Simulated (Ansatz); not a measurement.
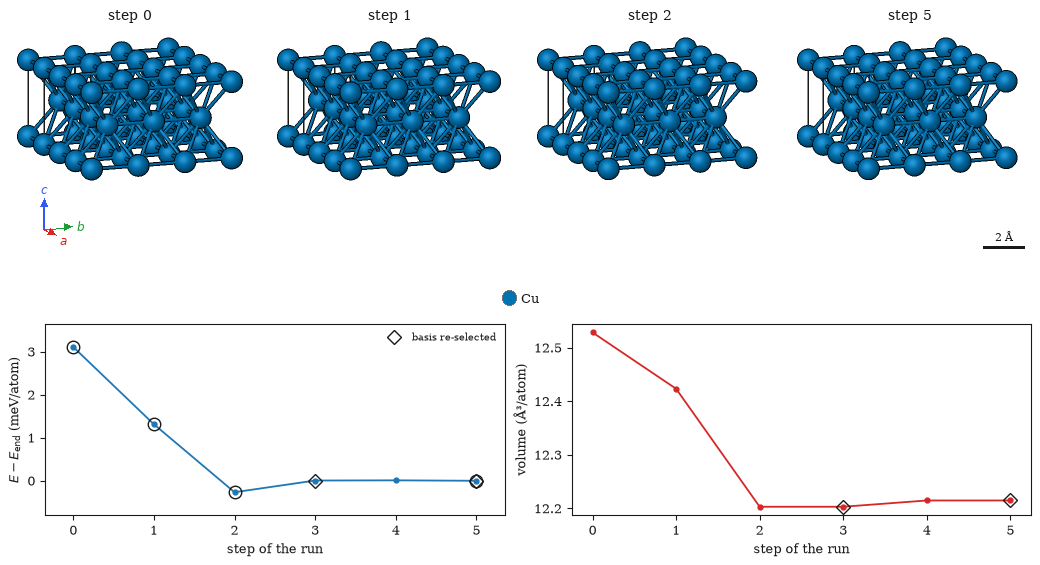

Frames of a relaxation of crystalline Cu (set up in I4/mmm), marked on the history of the run. Style: ball-and-stick. Shown: the reduced cell, repeated 4 × 3 × 1 with one cell outlined, slightly off an axis. Lengths and directions refer to the drawn axes.

Case: film's bulk on the substrate's plane, third vector and atoms relaxed.

All numbers below come from Ansatz 0.2.0, DFT PBE, scalar-relativistic, plane waves, PAW. (plane-wave cutoff 420 eV; k-point mesh 9 × 9 × 20; occupations gaussian; smearing width 0.1 eV; no spin polarisation; cell relaxed at fixed a, b, gamma; force threshold 0.01 eV/Å; at most 50 steps)

### Describe the path.

No atom moves by more than 0.005 Å relative to the cell. The drawn cell changes as follows: a 2.562 → 2.535 Å (−1.1 %), b 2.562 → 2.534 Å (−1.1 %), c unchanged at 3.848 Å, γ 97.3° → 98.8°; the volume changes by −2.5 %. Among the contacts that change: Cu–Cu 2.562 → 2.535 Å. The space group stays I4/mmm (No. 139). The energy falls by 3.1 meV per atom in 3 accepted moves (5 points after the start). All forces vanish by symmetry, so only the cell relaxes. The pressure goes from −5.58 to −2.46 GPa. The SCF was repeated twice at an unchanged geometry on a basis and grid sized afresh for the cell, which shifted the energy by 0.3 meV per atom at most. The run took 28 s on 4 threads of Arm Neoverse V1, on a shared host, peak memory 0.52 GiB. From step 0 to 1: volume −0.8 %, energy −1.8 meV per atom. From step 1 to 2: volume −1.8 %, energy −1.6 meV per atom. From step 2 to 5: energy +0.3 meV per atom.
